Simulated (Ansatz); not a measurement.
**Run report: Rh, geometry relaxation (part 3 of 4)**

Continued. System: Rh (interface cell, 36 atoms in the cell). Method: DFT PBE, scalar-relativistic, plane waves, PAW, no spin polarisation (Ansatz 0.2.0); cutoff 420 eV, 12×4×2 k-mesh, Gaussian smearing of 0.1 eV. The structure derives from an entry of the Crystallography Open Database. It belongs to a series of runs on one base structure; here: symmetric tilt boundary Sigma 9 (4 1 1), mirror between planes, shift [0, 0.5].

## File populations.tsv, continued
```
30	Rh	1_4P	-	5.993536
30	Rh	2_4D	-	8.143801
31	Rh	0_4S	-	1.990199
31	Rh	0_5S	-	0.758826
31	Rh	1_4P	-	5.994410
31	Rh	2_4D	-	8.153962
32	Rh	0_4S	-	1.987315
32	Rh	0_5S	-	0.782326
32	Rh	1_4P	-	5.993907
32	Rh	2_4D	-	8.158063
33	Rh	0_4S	-	1.988265
33	Rh	0_5S	-	0.787785
33	Rh	1_4P	-	5.994400
33	Rh	2_4D	-	8.137401
34	Rh	0_4S	-	1.987540
34	Rh	0_5S	-	0.782181
34	Rh	1_4P	-	5.993126
34	Rh	2_4D	-	8.135412
35	Rh	0_4S	-	1.987991
35	Rh	0_5S	-	0.784594
35	Rh	1_4P	-	5.993552
35	Rh	2_4D	-	8.143692
```

## Trajectory as extended XYZ (Å, eV, eV/Å), 6 of the 7 frames kept, from step=1 to step=7
```
36
Lattice="2.7082 0.0000 0.0000 0.0000 11.4899 0.0000 0.0000 0.0000 16.5492" Properties=species:S:1:pos:R:3:forces:R:3 step=1 energy=-230488.01314 pressure_GPa=14.48
Rh    2.7082    6.3833    1.5780    0.0000   0.5432   0.0344
Rh    2.7082    1.2767    3.3834    0.0000  -0.0579  -0.1094
Rh    2.7082    7.6600    5.1889    0.0000   0.1751  -0.2959
Rh    2.7082    2.5533    6.9944    0.0000   0.6498   0.3273
Rh    2.7082    8.9366    0.6752    0.0000  -9.5678   7.4817
Rh    2.7082    3.8300    2.4807    0.0000   0.1024   0.2617
Rh    2.7082   10.2133    4.2862    0.0000   0.0052   0.2636
Rh    2.7082    5.1066    6.0917    0.0000  -0.9070  -1.2444
Rh    1.3541    4.4683    0.2239    0.0000   9.0496   8.3249
Rh    1.3541   10.8516    2.0293    0.0000   0.9301   1.3001
Rh    1.3541    5.7450    3.8348    0.0000  -0.0047  -0.2624
Rh    1.3541    0.6383    5.6403    0.0000  -0.1003  -0.2474
Rh    1.3541    7.0216    7.4458    0.0000   9.4187  -7.3857
Rh    1.3541    1.9150    1.1266    0.0000  -0.6727  -0.3147
Rh    1.3541    8.2983    2.9321    0.0000  -0.1750   0.2969
Rh    1.3541    3.1916    4.7376    0.0000   0.0581   0.1162
Rh    1.3541    9.5749    6.5430    0.0000  -0.5423  -0.0318
Rh    0.0000   11.4899    7.8971    0.0000  -8.9042  -8.2105
Rh    2.7082    0.6383   14.8212    0.0000   0.5432  -0.0344
Rh    2.7082    7.0216   13.0158    0.0000  -0.0579   0.1094
Rh    2.7082    1.9150   11.2103    0.0000   0.1751   0.2959
Rh    2.7082    8.2983    9.4048    0.0000   0.6498  -0.3273
Rh    2.7082    3.1916   15.7240    0.0000  -9.5678  -7.4817
Rh    2.7082    9.5749   13.9185    0.0000   0.1024  -0.2617
Rh    2.7082    4.4683   12.1130    0.0000   0.0052  -0.2636
Rh    2.7082   10.8516   10.3076    0.0000  -0.9070   1.2444
Rh    1.3541   10.2133   16.1753    0.0000   9.0496  -8.3249
Rh    1.3541    5.1066   14.3699    0.0000   0.9301  -1.3001
Rh    1.3541    0.0000   12.5644    0.0000  -0.0047   0.2624
Rh    1.3541    6.3833   10.7589    0.0000  -0.1003   0.2474
Rh    1.3541    1.2767    8.9535    0.0000   9.4187   7.3857
Rh    1.3541    7.6600   15.2726    0.0000  -0.6727   0.3147
Rh    1.3541    2.5533   13.4671    0.0000  -0.1750  -0.2969
Rh    1.3541    8.9366   11.6617    0.0000   0.0581  -0.1162
Rh    1.3541    3.8300    9.8562    0.0000  -0.5423   0.0318
Rh    0.0000    5.7450    8.5021    0.0000  -8.9042   8.2105
36
Lattice="2.7082 0.0000 0.0000 0.0000 11.4899 0.0000 0.0000 0.0000 16.7634" Properties=species:S:1:pos:R:3:forces:R:3 step=2 energy=-230497.85833 pressure_GPa=1.97
Rh    2.7082    6.4192    1.6375    0.0000  -0.1792   0.2514
Rh    2.7082    1.2794    3.4197    0.0000  -0.0580  -0.1542
Rh    2.7082    7.6670    5.2159    0.0000  -0.1885  -0.2823
Rh    2.7082    2.5795    7.1115    0.0000  -0.0152   0.1314
Rh    2.7082    8.7832    0.8025    0.0000  -1.1292   0.9326
Rh    2.7082    3.8314    2.5369    0.0000  -0.2274  -0.1214
Rh    2.7082   10.2162    4.3544    0.0000   0.2096  -0.0998
Rh    2.7082    5.0818    6.1413    0.0000   0.0501   0.0132
Rh    1.3541    4.6083    0.3483    0.0000   1.4762   1.2638
Rh    1.3541   10.8771    2.0861    0.0000  -0.0529  -0.0005
Rh    1.3541    5.7421    3.8723    0.0000  -0.2106   0.1066
Rh    1.3541    0.6369    5.6903    0.0000   0.2240   0.1212
Rh    1.3541    7.1732    7.4257    0.0000   1.1514  -0.9382
Rh    1.3541    1.8878    1.1152    0.0000   0.0140  -0.1203
Rh    1.3541    8.2912    3.0109    0.0000   0.1899   0.2948
Rh    1.3541    3.1890    4.8074    0.0000   0.0593   0.1586
Rh    1.3541    9.5391    6.5894    0.0000   0.1731  -0.2419
Rh    0.0000   11.3519    7.8790    0.0000  -1.4866  -1.2607
Rh    2.7082    0.6743   14.9740    0.0000  -0.1792  -0.2514
Rh    2.7082    7.0244   13.1918    0.0000  -0.0580   0.1542
Rh    2.7082    1.9221   11.3956    0.0000  -0.1885   0.2823
Rh    2.7082    8.3244    9.5000    0.0000  -0.0152  -0.1314
Rh    2.7082    3.0382   15.8090    0.0000  -1.1292  -0.9326
Rh    2.7082    9.5764   14.0746    0.0000  -0.2274   0.1214
Rh    2.7082    4.4712   12.2571    0.0000   0.2096   0.0998
Rh    2.7082   10.8267   10.4702    0.0000   0.0501  -0.0132
Rh    1.3541   10.3533   16.2632    0.0000   1.4762  -1.2638
Rh    1.3541    5.1322   14.5254    0.0000  -0.0529   0.0005
Rh    1.3541   -0.0029   12.7392    0.0000  -0.2106  -0.1066
Rh    1.3541    6.3819   10.9213    0.0000   0.2240  -0.1212
Rh    1.3541    1.4282    9.1858    0.0000   1.1514   0.9382
Rh    1.3541    7.6328   15.4963    0.0000   0.0140   0.1203
Rh    1.3541    2.5462   13.6006    0.0000   0.1899  -0.2948
Rh    1.3541    8.9340   11.8041    0.0000   0.0593  -0.1586
Rh    1.3541    3.7941   10.0221    0.0000   0.1731   0.2419
Rh    0.0000    5.6070    8.7325    0.0000  -1.4866   1.2607
36
Lattice="2.7082 0.0000 0.0000 0.0000 11.4899 0.0000 0.0000 0.0000 16.7992" Properties=species:S:1:pos:R:3:forces:R:3 step=3 energy=-230498.51431 pressure_GPa=0.81
Rh    2.7082    6.4501    1.8416    0.0000  -0.1124  -0.2179
Rh    2.7082    1.2994    3.3755    0.0000  -0.0052  -0.0017
Rh    2.7082    7.5667    5.1728    0.0000   0.1433   0.1992
Rh    2.7082    2.5439    7.1991    0.0000   0.0740  -0.1406
Rh    2.7082    8.7979    0.8304    0.0000  -0.3008   0.1938
Rh    2.7082    3.7822    2.5313    0.0000   0.0720   0.0249
Rh    2.7082   10.3343    4.2786    0.0000  -0.1943   0.0888
Rh    2.7082    5.0488    6.2468    0.0000  -0.1069  -0.0406
Rh    1.3541    4.7358    0.4322    0.0000   0.2819   0.1799
Rh    1.3541   10.9099    1.9998    0.0000   0.1041   0.0455
Rh    1.3541    5.6242    3.9685    0.0000   0.1918  -0.0899
Rh    1.3541    0.6860    5.7165    0.0000  -0.0719  -0.0296
Rh    1.3541    7.1599    7.4172    0.0000   0.3076  -0.1992
Rh    1.3541    1.9246    1.0478    0.0000  -0.0729   0.1443
Rh    1.3541    8.3917    3.0743    0.0000  -0.1442  -0.1958
Rh    1.3541    3.1687    4.8717    0.0000   0.0069   0.0016
Rh    1.3541    9.5080    6.4052    0.0000   0.1127   0.2205
Rh    0.0000   11.2223    7.8151    0.0000  -0.2856  -0.1787
Rh    2.7082    0.7051   14.8054    0.0000  -0.1124   0.2179
Rh    2.7082    7.0444   13.2715    0.0000  -0.0052   0.0017
Rh    2.7082    1.8217   11.4741    0.0000   0.1433  -0.1992
Rh    2.7082    8.2888    9.4479    0.0000   0.0740   0.1406
Rh    2.7082    3.0529   15.8166    0.0000  -0.3008  -0.1938
Rh    2.7082    9.5272   14.1157    0.0000   0.0720  -0.0249
Rh    2.7082    4.5894   12.3684    0.0000  -0.1943  -0.0888
Rh    2.7082   10.7937   10.4002    0.0000  -0.1069   0.0406
Rh    1.3541   10.4808   16.2147    0.0000   0.2819  -0.1799
Rh    1.3541    5.1650   14.6472    0.0000   0.1041  -0.0455
Rh    1.3541   -0.1207   12.6785    0.0000   0.1918   0.0899
Rh    1.3541    6.4310   10.9305    0.0000  -0.0719   0.0296
Rh    1.3541    1.4149    9.2297    0.0000   0.3076   0.1992
Rh    1.3541    7.6695   15.5991    0.0000  -0.0729  -0.1443
Rh    1.3541    2.6467   13.5727    0.0000  -0.1442   0.1958
Rh    1.3541    8.9137   11.7752    0.0000   0.0069  -0.0016
Rh    1.3541    3.7630   10.2417    0.0000   0.1127  -0.2205
Rh    0.0000    5.4773    8.8318    0.0000  -0.2856   0.1787
36
Lattice="2.7082 0.0000 0.0000 0.0000 11.4899 0.0000 0.0000 0.0000 16.8368" Properties=species:S:1:pos:R:3:forces:R:3 step=5 energy=-230498.61944 pressure_GPa=0.27
Rh    2.7082    6.4103    1.8016    0.0000   0.0627   0.0280
Rh    2.7082    1.2804    3.3971    0.0000  -0.0019   0.0180
Rh    2.7082    7.6151    5.2091    0.0000   0.0653   0.0263
Rh    2.7082    2.5580    7.1664    0.0000  -0.0129   0.0414
Rh    2.7082    8.7433    0.8225    0.0000  -0.0012  -0.0178
Rh    2.7082    3.7889    2.5466    0.0000   0.0309   0.0168
Rh    2.7082   10.2812    4.2994    0.0000   0.0348   0.0181
Rh    2.7082    5.0726    6.2445    0.0000  -0.0011  -0.0071
Rh    1.3541    4.7189    0.4204    0.0000   0.0021  -0.0154
Rh    1.3541   10.8857    2.0211    0.0000   0.0008   0.0077
Rh    1.3541    5.6770    3.9663    0.0000  -0.0344  -0.0186
Rh    1.3541    0.6794    5.7190    0.0000  -0.0311  -0.0169
Rh    1.3541    7.2150    7.4433    0.0000   0.0018   0.0185
Rh    1.3541    1.9103    1.0992    0.0000   0.0130  -0.0412
Rh    1.3541    8.3430    3.0567    0.0000  -0.0645  -0.0269
Rh    1.3541    3.1879    4.8685    0.0000   0.0021  -0.0174
Rh    1.3541    9.5480    6.4639    0.0000  -0.0640  -0.0268
Rh    0.0000   11.2395    7.8453    0.0000  -0.0025   0.0159
Rh    2.7082    0.6654   14.8825    0.0000   0.0627  -0.0280
Rh    2.7082    7.0253   13.2871    0.0000  -0.0019  -0.0180
Rh    2.7082    1.8702   11.4751    0.0000   0.0653  -0.0263
Rh    2.7082    8.3030    9.5178    0.0000  -0.0129  -0.0414
Rh    2.7082    2.9983   15.8617    0.0000  -0.0012   0.0178
Rh    2.7082    9.5339   14.1375    0.0000   0.0309  -0.0168
Rh    2.7082    4.5362   12.3848    0.0000   0.0348  -0.0181
Rh    2.7082   10.8175   10.4396    0.0000  -0.0011   0.0071
Rh    1.3541   10.4639   16.2638    0.0000   0.0021   0.0154
Rh    1.3541    5.1407   14.6630    0.0000   0.0008  -0.0077
Rh    1.3541   -0.0679   12.7179    0.0000  -0.0344   0.0186
Rh    1.3541    6.4244   10.9652    0.0000  -0.0311   0.0169
Rh    1.3541    1.4700    9.2409    0.0000   0.0018  -0.0185
Rh    1.3541    7.6552   15.5850    0.0000   0.0130   0.0412
Rh    1.3541    2.5980   13.6274    0.0000  -0.0645   0.0269
Rh    1.3541    8.9329   11.8156    0.0000   0.0021   0.0174
Rh    1.3541    3.8030   10.2202    0.0000  -0.0640   0.0268
Rh    0.0000    5.4945    8.8389    0.0000  -0.0025  -0.0159
36
Lattice="2.7082 0.0000 0.0000 0.0000 11.4899 0.0000 0.0000 0.0000 16.8364" Properties=species:S:1:pos:R:3:forces:R:3 step=6 energy=-230498.62204 pressure_GPa=0.23
Rh    2.7082    6.4192    1.8041    0.0000  -0.0166  -0.0028
Rh    2.7082    1.2831    3.3986    0.0000   0.0012   0.0026
Rh    2.7082    7.6172    5.2101    0.0000  -0.0083  -0.0017
Rh    2.7082    2.5547    7.1711    0.0000  -0.0030   0.0027
Rh    2.7082    8.7507    0.8211    0.0000  -0.0014   0.0011
Rh    2.7082    3.7941    2.5448    0.0000   0.0021  -0.0029
Rh    2.7082   10.2839    4.3008    0.0000  -0.0066   0.0006
Rh    2.7082    5.0689    6.2416    0.0000   0.0037  -0.0020
Rh    1.3541    4.7295    0.4174    0.0000   0.0043  -0.0003
Rh    1.3541   10.8894    2.0240    0.0000  -0.0037   0.0022
Rh    1.3541    5.6744    3.9648    0.0000   0.0065  -0.0007
Rh    1.3541    0.6742    5.7209    0.0000  -0.0021   0.0026
Rh    1.3541    7.2075    7.4444    0.0000   0.0015  -0.0010
Rh    1.3541    1.9137    1.0945    0.0000   0.0028  -0.0023
Rh    1.3541    8.3410    3.0555    0.0000   0.0080   0.0018
Rh    1.3541    3.1852    4.8671    0.0000  -0.0011  -0.0028
Rh    1.3541    9.5390    6.4615    0.0000   0.0168   0.0027
Rh    0.0000   11.2286    7.8482    0.0000  -0.0041   0.0004
Rh    2.7082    0.6742   14.8797    0.0000  -0.0166   0.0028
Rh    2.7082    7.0281   13.2852    0.0000   0.0012  -0.0026
Rh    2.7082    1.8723   11.4737    0.0000  -0.0083   0.0017
Rh    2.7082    8.2996    9.5127    0.0000  -0.0030  -0.0027
Rh    2.7082    3.0057   15.8626    0.0000  -0.0014  -0.0011
Rh    2.7082    9.5391   14.1390    0.0000   0.0021   0.0029
Rh    2.7082    4.5389   12.3830    0.0000  -0.0066  -0.0006
Rh    2.7082   10.8139   10.4422    0.0000   0.0037   0.0020
Rh    1.3541   10.4745   16.2663    0.0000   0.0043   0.0003
Rh    1.3541    5.1444   14.6598    0.0000  -0.0037  -0.0022
Rh    1.3541   -0.0706   12.7189    0.0000   0.0065   0.0007
Rh    1.3541    6.4192   10.9629    0.0000  -0.0021  -0.0026
Rh    1.3541    1.4626    9.2393    0.0000   0.0015   0.0010
Rh    1.3541    7.6587   15.5893    0.0000   0.0028   0.0023
Rh    1.3541    2.5961   13.6283    0.0000   0.0080  -0.0018
Rh    1.3541    8.9301   11.8167    0.0000  -0.0011   0.0028
Rh    1.3541    3.7941   10.2223    0.0000   0.0168  -0.0027
Rh    0.0000    5.4836    8.8356    0.0000  -0.0041  -0.0004
36
Lattice="2.7082 0.0000 0.0000 0.0000 11.4899 0.0000 0.0000 0.0000 16.8364" Properties=species:S:1:pos:R:3:forces:R:3 step=7 energy=-230498.62823 pressure_GPa=0.22
Rh    2.7082    6.4192    1.8041    0.0000  -0.0167  -0.0027
Rh    2.7082    1.2831    3.3986    0.0000   0.0012   0.0025
Rh    2.7082    7.6172    5.2101    0.0000  -0.0083  -0.0017
Rh    2.7082    2.5547    7.1711    0.0000  -0.0031   0.0027
Rh    2.7082    8.7507    0.8211    0.0000  -0.0013   0.0011
Rh    2.7082    3.7941    2.5448    0.0000   0.0021  -0.0029
Rh    2.7082   10.2839    4.3008    0.0000  -0.0066   0.0006
Rh    2.7082    5.0689    6.2416    0.0000   0.0037  -0.0020
Rh    1.3541    4.7295    0.4174    0.0000   0.0043  -0.0004
Rh    1.3541   10.8894    2.0240    0.0000  -0.0037   0.0022
Rh    1.3541    5.6744    3.9648    0.0000   0.0065  -0.0007
Rh    1.3541    0.6742    5.7209    0.0000  -0.0021   0.0026
Rh    1.3541    7.2075    7.4444    0.0000   0.0015  -0.0010
Rh    1.3541    1.9137    1.0945    0.0000   0.0028  -0.0023
Rh    1.3541    8.3410    3.0555    0.0000   0.0080   0.0018
Rh    1.3541    3.1852    4.8671    0.0000  -0.0011  -0.0027
Rh    1.3541    9.5390    6.4615    0.0000   0.0169   0.0027
Rh    0.0000   11.2286    7.8482    0.0000  -0.0041   0.0005
Rh    2.7082    0.6742   14.8797    0.0000  -0.0167   0.0027
Rh    2.7082    7.0281   13.2852    0.0000   0.0012  -0.0025
Rh    2.7082    1.8723   11.4737    0.0000  -0.0083   0.0017
Rh    2.7082    8.2996    9.5127    0.0000  -0.0031  -0.0027
Rh    2.7082    3.0057   15.8626    0.0000  -0.0013  -0.0011
Rh    2.7082    9.5391   14.1390    0.0000   0.0021   0.0029
Rh    2.7082    4.5389   12.3830    0.0000  -0.0066  -0.0006
Rh    2.7082   10.8139   10.4422    0.0000   0.0037   0.0020
Rh    1.3541   10.4745   16.2663    0.0000   0.0043   0.0004
Rh    1.3541    5.1444   14.6598    0.0000  -0.0037  -0.0022
Rh    1.3541   -0.0706   12.7189    0.0000   0.0065   0.0007
Rh    1.3541    6.4192   10.9629    0.0000  -0.0021  -0.0026
Rh    1.3541    1.4626    9.2393    0.0000   0.0015   0.0010
Rh    1.3541    7.6587   15.5893    0.0000   0.0028   0.0023
Rh    1.3541    2.5961   13.6283    0.0000   0.0080  -0.0018
Rh    1.3541    8.9301   11.8167    0.0000  -0.0011   0.0027
Rh    1.3541    3.7941   10.2223    0.0000   0.0169  -0.0027
Rh    0.0000    5.4836    8.8356    0.0000  -0.0041  -0.0005
```

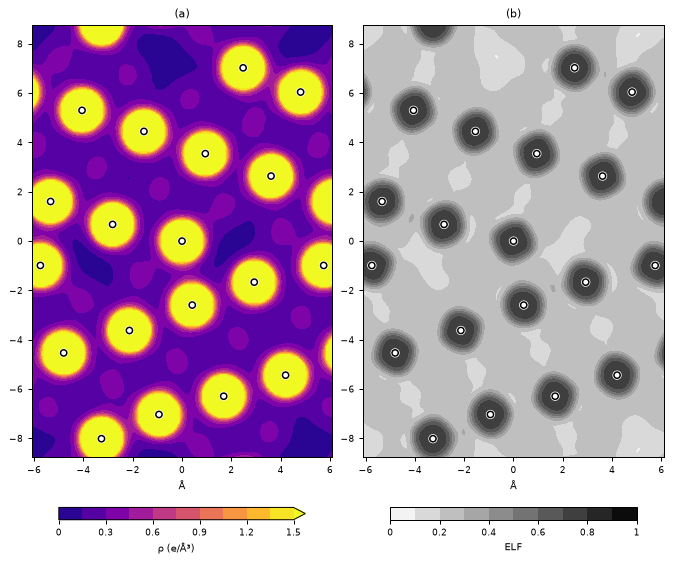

**Figure 1.** (a) valence pseudo-density; (b) electron localisation function on the (100) plane of the calculation cell. Circles mark the nuclei in the plane (Rh). Rh–Rh (2.53 Å): ρ at the midpoint is about 0.5 e/Å³; the ELF is about 0.30 at the midpoint; no shared electron pair. Rh–Rh (2.63 Å): ρ is about 0.42 e/Å³ halfway; the ELF is about 0.30 at the midpoint; no localised pair between them. Rh–Rh (2.68 Å): ρ at the midpoint is about 0.37 e/Å³; the ELF is about 0.30 at the midpoint (no shared electron pair). Rh–Rh (2.73 Å): ρ is about 0.34 e/Å³ halfway; the ELF is about 0.25 at the midpoint; no localised pair between them. Rh–Rh (2.75 Å): the density is about 0.33 e/Å³ at the midpoint; the ELF is about 0.25 at the midpoint; no localised pair between them. Away from the nuclei the density in this plane falls to 0.07 e/Å³ at its lowest. The strong features right at Rh lie inside the PAW spheres (semicore, d or f shells) and say nothing about bonding. The fields are those of the smooth PAW valence density.

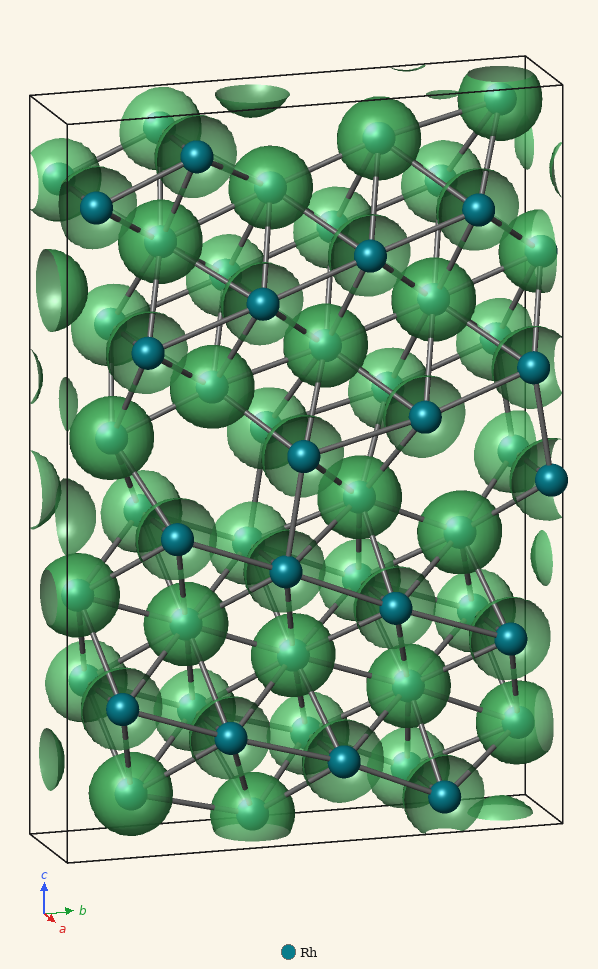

**Figure 2.** Isosurface of the valence electron density at 1 e/Å³ (green), seen slightly off an axis. Sticks mark near contacts. The outline is the calculation cell. At this value the density breaks into separate islands; it holds about 75 % of the electrons treated as valence (semicore included). It is pinched off along the Rh–Rh (2.53 Å), Rh–Rh (2.57 Å), Rh–Rh (2.63 Å) and Rh–Rh (2.68 Å) contacts. On the grid the lowest density along these lines, outside the cores, is 0.5 e/Å³ (Rh–Rh, 2.53 Å), 0.45 e/Å³ (Rh–Rh, 2.57 Å), 0.41 e/Å³ (Rh–Rh, 2.63 Å) and 0.38 e/Å³ (Rh–Rh, 2.68 Å).

The run was set up as follows.
